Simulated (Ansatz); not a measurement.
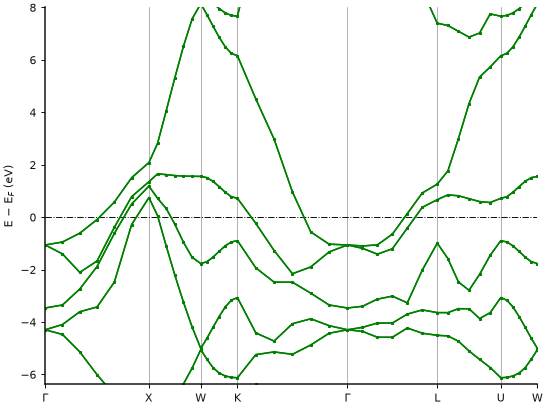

Band structure. Energies are counted from the Fermi level. The path runs straight from each named point to the next. The path has few k points, so lines between them are rough.

> What lattice type does the k path imply?

A face-centred cubic lattice: the path Γ–X–W–K–Γ–L–U–W runs through the special points of its Brillouin zone.

The material is fcc Ir, space group Fm-3m, 1 atom in the primitive cell; cubic a = 3.831 Å.

Level of theory: PBEsol, all-electron LAPW, relativistic spinors, spin-orbit coupling, no magnetisation, 9×9×9 k mesh, Fermi-Dirac smearing of 0.05 eV; code Ansatz.

> Is there a gap at the Fermi level?

A metal: bands cross the Fermi level along this path.

The k mesh is thin for a metal, so its Fermi level is uncertain. Bands are joined in order of energy, so crossings between the computed points show as kinks or gaps.
